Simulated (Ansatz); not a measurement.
**Molecular dynamics, with input and output: Li12H (part 1 of 2)**

Li12H (defect cell, 13 atoms in the cell), computed with DFT LDA, scalar-relativistic, plane waves, PAW, no spin polarisation (Ansatz 0.2.0).

The structure derives from a Materials Project entry. It belongs to a series of runs on one base structure; here: dynamics from the start.

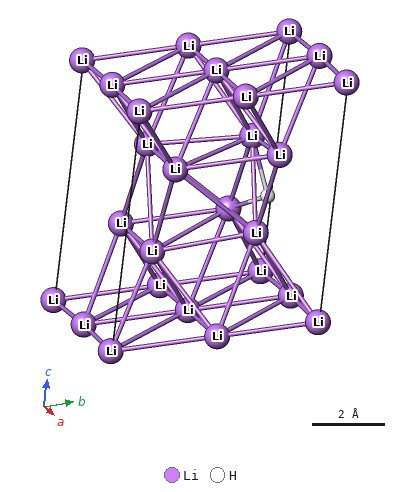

Fig. 1: The structure as given in the input (ball-and-stick view of the reduced cell, seen slightly off an axis).

**Input file**
```yaml
crystal:
  lattice:
    - [-3.078673, -1.777473, 7.456478]
    - [3.078673, -1.777473, 7.456478]
    - [0.0, 3.554945, 7.456478]
  atoms:
    - { symbol: Li, position: [0.79105003, 0.77375284, 0.77384032] }
    - { symbol: Li, position: [0.22266129, 0.22503696, 0.22510501] }
    - { symbol: Li, position: [0.00840478, -0.00504693, -0.00519179] }
    - { symbol: Li, position: [0.27254181, 0.2947347, 0.77210365] }
    - { symbol: Li, position: [0.72591778, 0.7214481, 0.22544341] }
    - { symbol: Li, position: [0.49463032, 0.50789921, -0.00452793] }
    - { symbol: Li, position: [0.27278858, 0.77226451, 0.29423045] }
    - { symbol: Li, position: [0.72585897, 0.2253159, 0.7216277] }
    - { symbol: Li, position: [0.49452955, -0.00448411, 0.50797489] }
    - { symbol: Li, position: [0.77580942, 0.27521887, 0.27532022] }
    - { symbol: Li, position: [0.21588069, 0.71550572, 0.71554913] }
    - { symbol: Li, position: [-0.00040425, 0.50051406, 0.5003819] }
    - { symbol: H, position: [0.12971923, 0.63717488, 0.63598575] }
basis:
  ecutwfc: 420.0
kpoints:
  mp_grid: { grid: [3, 3, 3] }
hamiltonian:
  xc: lda
scf:
  occupations: { method: fermi_dirac, width: 0.15 }
  lower_state_search: "off"
md:
  timestep: 0.5
  n_steps: 300
  ensemble: nvt_langevin
  temperature: 900.0
  initial_velocities: maxwell_boltzmann
  seed: 785090
  friction: 0.01
```

Run as:
```bash
ansatz run input.yaml --threads 1 --pin off --max-ram 3072MiB --backend cpu --events-out ev --progress --plain --runs-dir out
```

**What the program printed**
```
Warning: md: disabling space-group detection — thermal motion breaks the input geometry's symmetry, so no spatial operation reduces the k-mesh or symmetrises the density; time reversal is kept, so that k and −k are solved as one point where they differ and the mesh holds both, and exact exchange and, on two spinor components, a DFT+U term hold to it where the run has them: on two components no moment then forms, and a state that bears one, which a typed moment (crystal.atoms[].spin; refused beside efield: under a hybrid functional) reaches, can lie lower, under hf by electronvolts; crystal.symmetry.detect: false (a key that needs symmetry detection or time reversal refuses this as the deck is read) with time_reversal: false beside it drops time reversal too
band count auto-derived: 33 (N_el = 37.0; filled up to band 19; 32 by the electrons, moments and atoms)
Engine: ansatz 0.2.0, x86_64-unknown-linux-gnu
Pseudopotentials: kind: paw
Pseudopotential: Li, paw, valence charge 3, recommended cutoff 420 eV (normal), Li.paw.azcp
Pseudopotential: H, paw, valence charge 1, recommended cutoff 420 eV (normal), H.paw.azcp
Functional definition: SPW92
  exchange = slater_x
  correlation = pw_c
Crystal: 13 atoms, lattice volume = 244.823 Å³
Basis set: ecut = 420 eV, 4783 PW (Γ)
Bands: 33, of which v1, the nominal top of the filled ones, is band 19 counted from 1 (18 counted from 0)
Symmetry: 1 space group operations
k-points: 14 of 27 (time reversal used)
Non-local potential: Li, projectors of the file, l = 0: 3, l = 1: 2, l = 2: 1
Non-local potential: H, projectors of the file, l = 0: 2, l = 1: 1
PAW form: soft (Blöchl's): semilocal exchange-correlation on the pseudo side does not see the compensation charge
PAW one-centre angular grid: Li, 110 points (default); XC on 64 Gauss nodes
PAW one-centre angular grid: H, 110 points (default); XC on 64 Gauss nodes
Initial density: superposition of atomic densities (neutral atoms: chi_scale 0, normalization atom), corrected by the library's trained network
Initial wavefunctions: pseudopotential atomic-orbital guess
Functional: x = slater, c = lda
SCF iter   1: F=—  HF=-2435.976597 eV  |F-HF|=—  |Δ(HF+E_count)|=         —  Δρ=5.48e-3  dr2=4.12e-2  ethr=1.77e-3  ⟨swp⟩=10.0  Hψ=2727  notcnv=0  defer=2
preconditioner: auto → Kerker (q_TF=auto, 1.991 Å⁻¹)  [metal: Δε(μ)=0.043 eV  Ē_g=4.803 eV  σ=0.150 eV  W_gap=0.07  n_scr=28 (ndim 8)  ℏωp=8.6 eV  f_vac=0.000  D(μ)=6.62/eV (n_scr^D=46)]
SCF iter   2: F=—  HF=-2435.927340 eV  |F-HF|=—  |Δ(HF+E_count)|=   4.93e-2  Δρ=2.54e-3  dr2=1.14e-2  ethr=1.11e-4  ⟨swp⟩=2.0  Hψ=742  notcnv=0  defer=2
SCF iter   3: F=—  HF=-2435.917063 eV  |F-HF|=—  |Δ(HF+E_count)|=   1.03e-2  Δρ=3.16e-4  dr2=6.30e-4  ethr=3.09e-5  ⟨swp⟩=2.0  Hψ=637  notcnv=0  defer=2
SCF iter   4: F=—  HF=-2435.916986 eV  |F-HF|=—  |Δ(HF+E_count)|=   7.67e-5  Δρ=6.23e-5  dr2=2.75e-5  ethr=1.70e-6  ⟨swp⟩=1.9  Hψ=473  notcnv=0  defer=2
SCF iter   5: F=—  HF=-2435.916980 eV  |F-HF|=—  |Δ(HF+E_count)|=   5.77e-6  Δρ=1.37e-5  dr2=7.56e-7  ethr=7.44e-8  ⟨swp⟩=1.9  Hψ=514  notcnv=0  defer=2
SCF iter   6: F=—  HF=-2435.916976 eV  |F-HF|=—  |Δ(HF+E_count)|=   3.83e-6  Δρ=2.83e-6  dr2=4.94e-8  ethr=2.04e-9  ⟨swp⟩=1.8  Hψ=509  notcnv=0  defer=2
SCF iter   7: F=-2435.916976 eV  HF=-2435.916976 eV  |F-HF|=6.12e-10  |Δ(HF+E_count)|=   7.85e-9  Δρ=5.82e-7  dr2=1.78e-9  ethr=3.51e-11  ⟨swp⟩=3.4  Hψ=1084  notcnv=0
SCF 1 converged in 7 iterations: F = -2435.916976 eV  dr2 = 1.78e-9
  greatest PAW one-centre occupation: 1.000 electrons in one spin orbital (limit 2), on the Li atom at site 10 (counted from 0), in its partial waves of l = 0
md step     0: t =     0.00 fs  T =   830.8 K  F+E_penalty+E_count = -2435.91697630 eV  E_kin = 1.396008 eV  (7 SCF iters)
Initial density: handed on by an earlier stage of this run
Initial wavefunctions: those handed on with the density
iter 1 solved again at ethr=3.33e-6 eV; its pass at ethr=3.10e-3 eV (dr2=1.23e-3 eV) is discarded
SCF iter   1: F=—  HF=-2435.917755 eV  |F-HF|=—  |Δ(HF+E_count)|=         —  Δρ=4.51e-4  dr2=1.22e-3  ethr=3.33e-6  ⟨swp⟩=1.0  Hψ=2318  notcnv=0
preconditioner: auto → Kerker (q_TF=auto, 1.991 Å⁻¹)  [metal: Δε(μ)=0.032 eV  Ē_g=4.818 eV  σ=0.150 eV  W_gap=0.05  n_scr=28 (ndim 8)  ℏωp=8.6 eV  f_vac=0.000  D(μ)=6.66/eV (n_scr^D=46)]
SCF iter   2: F=—  HF=-2435.917572 eV  |F-HF|=—  |Δ(HF+E_count)|=   1.83e-4  Δρ=2.65e-4  dr2=5.03e-4  ethr=3.30e-6  ⟨swp⟩=1.0  Hψ=462  notcnv=0
SCF iter   3: F=—  HF=-2435.917438 eV  |F-HF|=—  |Δ(HF+E_count)|=   1.34e-4  Δρ=3.79e-5  dr2=7.12e-6  ethr=1.36e-6  ⟨swp⟩=2.0  Hψ=482  notcnv=0
SCF iter   4: F=—  HF=-2435.917438 eV  |F-HF|=—  |Δ(HF+E_count)|=   8.76e-8  Δρ=4.58e-6  dr2=1.47e-7  ethr=1.92e-8  ⟨swp⟩=1.9  Hψ=521  notcnv=0
SCF iter   5: F=-2435.917438 eV  HF=-2435.917438 eV  |F-HF|=4.04e-9  |Δ(HF+E_count)|=   1.88e-8  Δρ=1.31e-6  dr2=1.08e-8  ethr=3.51e-11  ⟨swp⟩=4.0  Hψ=1161  notcnv=0
SCF 2 converged in 5 iterations: F = -2435.917438 eV  dr2 = 1.08e-8
md step     1: t =     0.50 fs  T =   802.4 K  F+E_penalty+E_count = -2435.91743761 eV  E_kin = 1.348356 eV  (5 SCF iters)
[... from here on the SCF iterations and repeated set-up lines of each step are left out, up to the last step ...]
SCF 3 converged in 5 iterations: F = -2435.915994 eV  dr2 = 1.08e-8
md step     2: t =     1.00 fs  T =   830.3 K  F+E_penalty+E_count = -2435.91599360 eV  E_kin = 1.395225 eV  (5 SCF iters)
md step     3: t =     1.50 fs  T =   847.0 K  F+E_penalty+E_count = -2435.91279070 eV  E_kin = 1.423331 eV  (5 SCF iters)
md step     4: t =     2.00 fs  T =   858.1 K  F+E_penalty+E_count = -2435.90768246 eV  E_kin = 1.441856 eV  (5 SCF iters)
md step     5: t =     2.50 fs  T =   891.3 K  F+E_penalty+E_count = -2435.90050076 eV  E_kin = 1.497739 eV  (4 SCF iters)
md step     6: t =     3.00 fs  T =   841.1 K  F+E_penalty+E_count = -2435.89144344 eV  E_kin = 1.413343 eV  (3 SCF iters)
md step     7: t =     3.50 fs  T =   863.7 K  F+E_penalty+E_count = -2435.88054034 eV  E_kin = 1.451382 eV  (3 SCF iters)
md step     8: t =     4.00 fs  T =   837.4 K  F+E_penalty+E_count = -2435.86744917 eV  E_kin = 1.407120 eV  (4 SCF iters)
md step     9: t =     4.50 fs  T =   837.2 K  F+E_penalty+E_count = -2435.85221744 eV  E_kin = 1.406880 eV  (4 SCF iters)
md step    10: t =     5.00 fs  T =   877.4 K  F+E_penalty+E_count = -2435.83462365 eV  E_kin = 1.474379 eV  (6 SCF iters)
md step    11: t =     5.50 fs  T =   862.5 K  F+E_penalty+E_count = -2435.81488487 eV  E_kin = 1.449392 eV  (4 SCF iters)
md step    12: t =     6.00 fs  T =   848.1 K  F+E_penalty+E_count = -2435.79355961 eV  E_kin = 1.425064 eV  (4 SCF iters)
md step    13: t =     6.50 fs  T =   864.2 K  F+E_penalty+E_count = -2435.77105571 eV  E_kin = 1.452237 eV  (4 SCF iters)
md step    14: t =     7.00 fs  T =   820.6 K  F+E_penalty+E_count = -2435.74767374 eV  E_kin = 1.378932 eV  (4 SCF iters)
md step    15: t =     7.50 fs  T =   794.2 K  F+E_penalty+E_count = -2435.72323097 eV  E_kin = 1.334536 eV  (4 SCF iters)
md step    16: t =     8.00 fs  T =   779.7 K  F+E_penalty+E_count = -2435.69774950 eV  E_kin = 1.310131 eV  (4 SCF iters)
md step    17: t =     8.50 fs  T =   721.4 K  F+E_penalty+E_count = -2435.67201094 eV  E_kin = 1.212220 eV  (4 SCF iters)
md step    18: t =     9.00 fs  T =   705.7 K  F+E_penalty+E_count = -2435.64618523 eV  E_kin = 1.185865 eV  (4 SCF iters)
md step    19: t =     9.50 fs  T =   673.6 K  F+E_penalty+E_count = -2435.61976834 eV  E_kin = 1.131886 eV  (4 SCF iters)
md step    20: t =    10.00 fs  T =   648.3 K  F+E_penalty+E_count = -2435.59308214 eV  E_kin = 1.089459 eV  (5 SCF iters)
md step    21: t =    10.50 fs  T =   625.6 K  F+E_penalty+E_count = -2435.56584779 eV  E_kin = 1.051223 eV  (4 SCF iters)
md step    22: t =    11.00 fs  T =   603.7 K  F+E_penalty+E_count = -2435.53754935 eV  E_kin = 1.014467 eV  (4 SCF iters)
md step    23: t =    11.50 fs  T =   577.5 K  F+E_penalty+E_count = -2435.50879153 eV  E_kin = 0.970490 eV  (3 SCF iters)
md step    24: t =    12.00 fs  T =   548.1 K  F+E_penalty+E_count = -2435.48014713 eV  E_kin = 0.920976 eV  (4 SCF iters)
md step    25: t =    12.50 fs  T =   588.5 K  F+E_penalty+E_count = -2435.45056185 eV  E_kin = 0.988983 eV  (4 SCF iters)
md step    26: t =    13.00 fs  T =   542.0 K  F+E_penalty+E_count = -2435.42028933 eV  E_kin = 0.910842 eV  (4 SCF iters)
md step    27: t =    13.50 fs  T =   510.9 K  F+E_penalty+E_count = -2435.39126755 eV  E_kin = 0.858454 eV  (4 SCF iters)
md step    28: t =    14.00 fs  T =   503.7 K  F+E_penalty+E_count = -2435.36320016 eV  E_kin = 0.846456 eV  (4 SCF iters)
md step    29: t =    14.50 fs  T =   498.1 K  F+E_penalty+E_count = -2435.33604279 eV  E_kin = 0.837038 eV  (4 SCF iters)
md step    30: t =    15.00 fs  T =   496.6 K  F+E_penalty+E_count = -2435.30986441 eV  E_kin = 0.834457 eV  (5 SCF iters)
md step    31: t =    15.50 fs  T =   505.5 K  F+E_penalty+E_count = -2435.28399778 eV  E_kin = 0.849422 eV  (3 SCF iters)
md step    32: t =    16.00 fs  T =   489.8 K  F+E_penalty+E_count = -2435.25846282 eV  E_kin = 0.823112 eV  (4 SCF iters)
md step    33: t =    16.50 fs  T =   482.4 K  F+E_penalty+E_count = -2435.23317280 eV  E_kin = 0.810586 eV  (4 SCF iters)
md step    34: t =    17.00 fs  T =   479.2 K  F+E_penalty+E_count = -2435.20889452 eV  E_kin = 0.805286 eV  (4 SCF iters)
md step    35: t =    17.50 fs  T =   480.5 K  F+E_penalty+E_count = -2435.18570267 eV  E_kin = 0.807487 eV  (4 SCF iters)
md step    36: t =    18.00 fs  T =   485.9 K  F+E_penalty+E_count = -2435.16279251 eV  E_kin = 0.816525 eV  (4 SCF iters)
md step    37: t =    18.50 fs  T =   460.9 K  F+E_penalty+E_count = -2435.14062699 eV  E_kin = 0.774462 eV  (4 SCF iters)
md step    38: t =    19.00 fs  T =   433.4 K  F+E_penalty+E_count = -2435.11960717 eV  E_kin = 0.728335 eV  (4 SCF iters)
md step    39: t =    19.50 fs  T =   439.0 K  F+E_penalty+E_count = -2435.09968027 eV  E_kin = 0.737717 eV  (4 SCF iters)
md step    40: t =    20.00 fs  T =   420.0 K  F+E_penalty+E_count = -2435.07997206 eV  E_kin = 0.705778 eV  (5 SCF iters)
md step    41: t =    20.50 fs  T =   397.8 K  F+E_penalty+E_count = -2435.05996940 eV  E_kin = 0.668519 eV  (4 SCF iters)
md step    42: t =    21.00 fs  T =   349.2 K  F+E_penalty+E_count = -2435.04068806 eV  E_kin = 0.586833 eV  (4 SCF iters)
md step    43: t =    21.50 fs  T =   345.8 K  F+E_penalty+E_count = -2435.02291688 eV  E_kin = 0.581006 eV  (4 SCF iters)
md step    44: t =    22.00 fs  T =   337.9 K  F+E_penalty+E_count = -2435.00679325 eV  E_kin = 0.567733 eV  (4 SCF iters)
md step    45: t =    22.50 fs  T =   306.6 K  F+E_penalty+E_count = -2434.99213754 eV  E_kin = 0.515171 eV  (4 SCF iters)
md step    46: t =    23.00 fs  T =   304.7 K  F+E_penalty+E_count = -2434.97800162 eV  E_kin = 0.511969 eV  (4 SCF iters)
md step    47: t =    23.50 fs  T =   287.0 K  F+E_penalty+E_count = -2434.96342507 eV  E_kin = 0.482186 eV  (4 SCF iters)
md step    48: t =    24.00 fs  T =   260.8 K  F+E_penalty+E_count = -2434.94868022 eV  E_kin = 0.438270 eV  (4 SCF iters)
md step    49: t =    24.50 fs  T =   253.7 K  F+E_penalty+E_count = -2434.93476022 eV  E_kin = 0.426385 eV  (4 SCF iters)
md step    50: t =    25.00 fs  T =   256.5 K  F+E_penalty+E_count = -2434.92187852 eV  E_kin = 0.431097 eV  (5 SCF iters)
md step    51: t =    25.50 fs  T =   278.9 K  F+E_penalty+E_count = -2434.90923285 eV  E_kin = 0.468615 eV  (4 SCF iters)
md step    52: t =    26.00 fs  T =   294.6 K  F+E_penalty+E_count = -2434.89669378 eV  E_kin = 0.495113 eV  (4 SCF iters)
md step    53: t =    26.50 fs  T =   308.5 K  F+E_penalty+E_count = -2434.88565267 eV  E_kin = 0.518416 eV  (4 SCF iters)
md step    54: t =    27.00 fs  T =   325.8 K  F+E_penalty+E_count = -2434.87670061 eV  E_kin = 0.547450 eV  (4 SCF iters)
md step    55: t =    27.50 fs  T =   352.5 K  F+E_penalty+E_count = -2434.86979680 eV  E_kin = 0.592332 eV  (4 SCF iters)
md step    56: t =    28.00 fs  T =   309.6 K  F+E_penalty+E_count = -2434.86542285 eV  E_kin = 0.520194 eV  (4 SCF iters)
md step    57: t =    28.50 fs  T =   311.4 K  F+E_penalty+E_count = -2434.86169584 eV  E_kin = 0.523259 eV  (4 SCF iters)
md step    58: t =    29.00 fs  T =   312.6 K  F+E_penalty+E_count = -2434.85849201 eV  E_kin = 0.525218 eV  (3 SCF iters)
md step    59: t =    29.50 fs  T =   313.2 K  F+E_penalty+E_count = -2434.85733355 eV  E_kin = 0.526274 eV  (4 SCF iters)
md step    60: t =    30.00 fs  T =   316.0 K  F+E_penalty+E_count = -2434.85776432 eV  E_kin = 0.530978 eV  (5 SCF iters)
md step    61: t =    30.50 fs  T =   297.6 K  F+E_penalty+E_count = -2434.85892098 eV  E_kin = 0.500010 eV  (4 SCF iters)
md step    62: t =    31.00 fs  T =   313.3 K  F+E_penalty+E_count = -2434.86074106 eV  E_kin = 0.526397 eV  (4 SCF iters)
md step    63: t =    31.50 fs  T =   327.7 K  F+E_penalty+E_count = -2434.86296736 eV  E_kin = 0.550622 eV  (4 SCF iters)
md step    64: t =    32.00 fs  T =   317.8 K  F+E_penalty+E_count = -2434.86545446 eV  E_kin = 0.534055 eV  (3 SCF iters)
md step    65: t =    32.50 fs  T =   298.6 K  F+E_penalty+E_count = -2434.86847467 eV  E_kin = 0.501818 eV  (4 SCF iters)
md step    66: t =    33.00 fs  T =   328.5 K  F+E_penalty+E_count = -2434.87243302 eV  E_kin = 0.552068 eV  (4 SCF iters)
md step    67: t =    33.50 fs  T =   318.6 K  F+E_penalty+E_count = -2434.87832468 eV  E_kin = 0.535351 eV  (4 SCF iters)
md step    68: t =    34.00 fs  T =   331.2 K  F+E_penalty+E_count = -2434.88571355 eV  E_kin = 0.556616 eV  (4 SCF iters)
md step    69: t =    34.50 fs  T =   360.6 K  F+E_penalty+E_count = -2434.89447511 eV  E_kin = 0.605889 eV  (3 SCF iters)
md step    70: t =    35.00 fs  T =   352.1 K  F+E_penalty+E_count = -2434.90403062 eV  E_kin = 0.591696 eV  (5 SCF iters)
md step    71: t =    35.50 fs  T =   378.6 K  F+E_penalty+E_count = -2434.91467101 eV  E_kin = 0.636200 eV  (4 SCF iters)
md step    72: t =    36.00 fs  T =   388.5 K  F+E_penalty+E_count = -2434.92658649 eV  E_kin = 0.652910 eV  (4 SCF iters)
md step    73: t =    36.50 fs  T =   375.5 K  F+E_penalty+E_count = -2434.93726824 eV  E_kin = 0.630999 eV  (4 SCF iters)
md step    74: t =    37.00 fs  T =   362.7 K  F+E_penalty+E_count = -2434.94687688 eV  E_kin = 0.609408 eV  (4 SCF iters)
md step    75: t =    37.50 fs  T =   405.8 K  F+E_penalty+E_count = -2434.95669258 eV  E_kin = 0.681920 eV  (4 SCF iters)
md step    76: t =    38.00 fs  T =   448.2 K  F+E_penalty+E_count = -2434.96694564 eV  E_kin = 0.753206 eV  (4 SCF iters)
md step    77: t =    38.50 fs  T =   495.5 K  F+E_penalty+E_count = -2434.97825556 eV  E_kin = 0.832554 eV  (4 SCF iters)
md step    78: t =    39.00 fs  T =   486.0 K  F+E_penalty+E_count = -2434.99002537 eV  E_kin = 0.816610 eV  (3 SCF iters)
md step    79: t =    39.50 fs  T =   486.3 K  F+E_penalty+E_count = -2435.00137350 eV  E_kin = 0.817166 eV  (3 SCF iters)
md step    80: t =    40.00 fs  T =   501.9 K  F+E_penalty+E_count = -2435.01238861 eV  E_kin = 0.843432 eV  (5 SCF iters)
md step    81: t =    40.50 fs  T =   510.0 K  F+E_penalty+E_count = -2435.02349490 eV  E_kin = 0.856934 eV  (4 SCF iters)
md step    82: t =    41.00 fs  T =   556.7 K  F+E_penalty+E_count = -2435.03521223 eV  E_kin = 0.935453 eV  (4 SCF iters)
md step    83: t =    41.50 fs  T =   590.6 K  F+E_penalty+E_count = -2435.04739455 eV  E_kin = 0.992428 eV  (4 SCF iters)
md step    84: t =    42.00 fs  T =   533.6 K  F+E_penalty+E_count = -2435.05951895 eV  E_kin = 0.896700 eV  (4 SCF iters)
md step    85: t =    42.50 fs  T =   524.1 K  F+E_penalty+E_count = -2435.07126195 eV  E_kin = 0.880740 eV  (4 SCF iters)
md step    86: t =    43.00 fs  T =   518.2 K  F+E_penalty+E_count = -2435.08262178 eV  E_kin = 0.870803 eV  (4 SCF iters)
md step    87: t =    43.50 fs  T =   498.0 K  F+E_penalty+E_count = -2435.09361686 eV  E_kin = 0.836848 eV  (4 SCF iters)
md step    88: t =    44.00 fs  T =   497.7 K  F+E_penalty+E_count = -2435.10447959 eV  E_kin = 0.836272 eV  (3 SCF iters)
md step    89: t =    44.50 fs  T =   482.3 K  F+E_penalty+E_count = -2435.11521872 eV  E_kin = 0.810496 eV  (4 SCF iters)
md step    90: t =    45.00 fs  T =   502.7 K  F+E_penalty+E_count = -2435.12616716 eV  E_kin = 0.844707 eV  (5 SCF iters)
md step    91: t =    45.50 fs  T =   505.8 K  F+E_penalty+E_count = -2435.13733593 eV  E_kin = 0.849972 eV  (4 SCF iters)
md step    92: t =    46.00 fs  T =   500.7 K  F+E_penalty+E_count = -2435.14713992 eV  E_kin = 0.841293 eV  (4 SCF iters)
md step    93: t =    46.50 fs  T =   486.7 K  F+E_penalty+E_count = -2435.15556413 eV  E_kin = 0.817841 eV  (4 SCF iters)
md step    94: t =    47.00 fs  T =   490.6 K  F+E_penalty+E_count = -2435.16289408 eV  E_kin = 0.824396 eV  (4 SCF iters)
md step    95: t =    47.50 fs  T =   513.5 K  F+E_penalty+E_count = -2435.16921864 eV  E_kin = 0.862891 eV  (4 SCF iters)
md step    96: t =    48.00 fs  T =   558.1 K  F+E_penalty+E_count = -2435.17610120 eV  E_kin = 0.937899 eV  (4 SCF iters)
md step    97: t =    48.50 fs  T =   525.5 K  F+E_penalty+E_count = -2435.18358134 eV  E_kin = 0.883061 eV  (4 SCF iters)
md step    98: t =    49.00 fs  T =   516.0 K  F+E_penalty+E_count = -2435.19001982 eV  E_kin = 0.867038 eV  (4 SCF iters)
```
